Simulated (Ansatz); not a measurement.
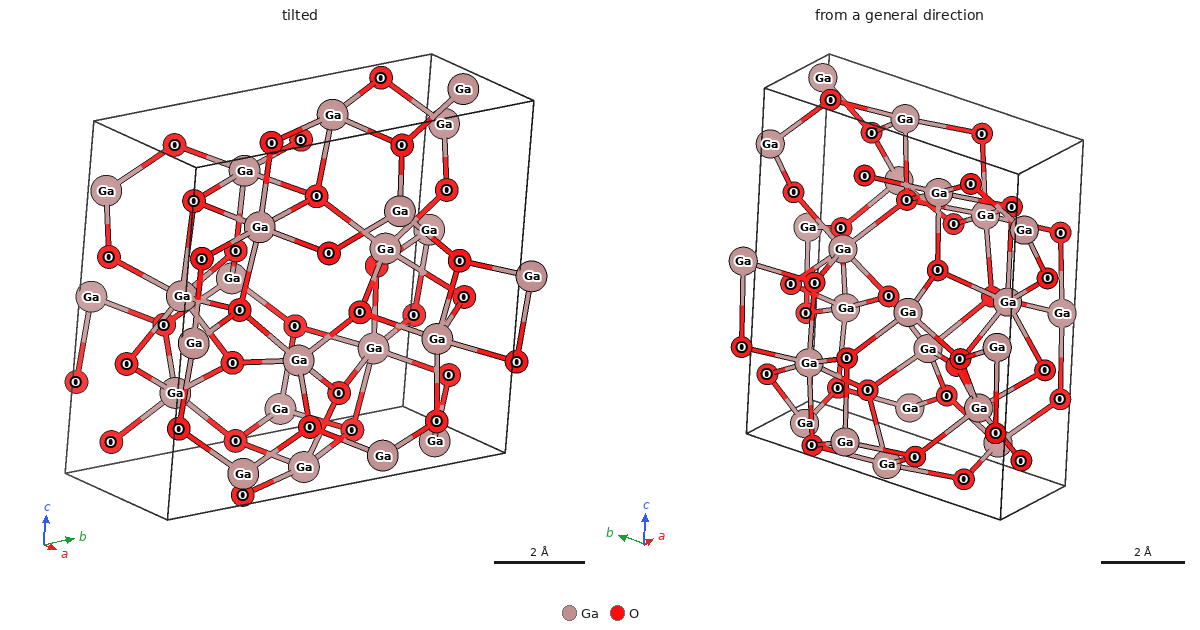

Drawn in the ball-and-stick manner and seen slightly off an axis and from a general direction. The lines enclose the supercell; boundary atoms appear with their images. The host is Ga$_{2}$O$_{3}$, in a cell of 40 sites, and the cell carries a charge of -2.

Question: What kind of defect was put in?

Answer: An interstitial oxygen atom. It is bonded to three Ga at about 1.9 to 2.0 Å.

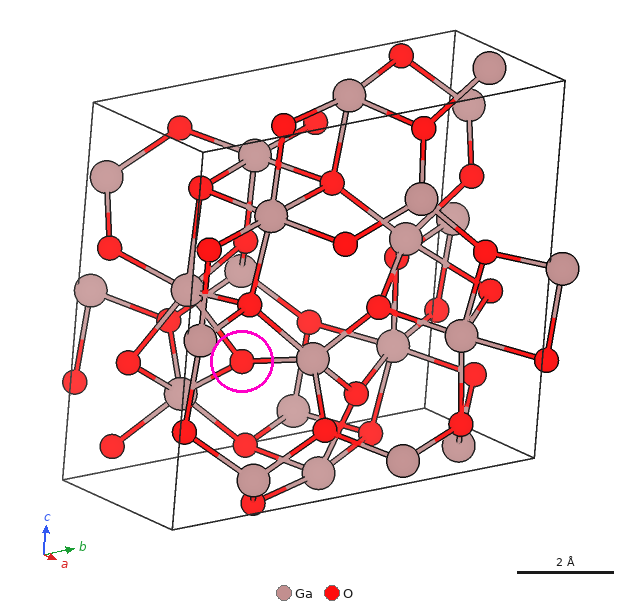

The same cell with a ring at the defect's site.

The atoms were relaxed in the host's cell with DFT PBE, scalar-relativistic, plane waves, PAW in Ansatz.
